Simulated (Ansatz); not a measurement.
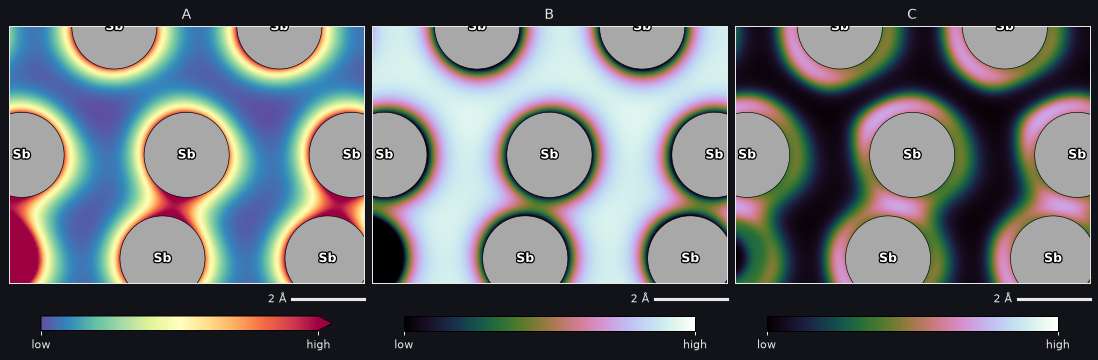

Sb: 3 fields on the (010) plane of the conventional cell, with unlabelled colour scales. Grey discs cover the atomic cores.

Space group P2₁/m; a structure from a database of computed crystals, not necessarily the ambient phase; not relaxed (largest force 0.6 eV/Å); computed pressure about −2 GPa in this cell.

These are results of Kohn-Sham DFT of a periodic cell, r2SCAN, Ansatz PAW (Ansatz 0.2.0), not measurements.

Q: Which field does each panel show? The fields are: electron localisation function, electrostatic potential energy of an electron and valence pseudo-density.

A: Panel A: valence pseudo-density. Panel B: electrostatic potential energy of an electron (low next to the atoms, rising into the space between them). Panel C: electron localisation function. From the grid: Sb–Sb (2.96 Å): ρ is about 0.34 e/Å³ halfway; the ELF peaks at about 0.70 between the atoms.
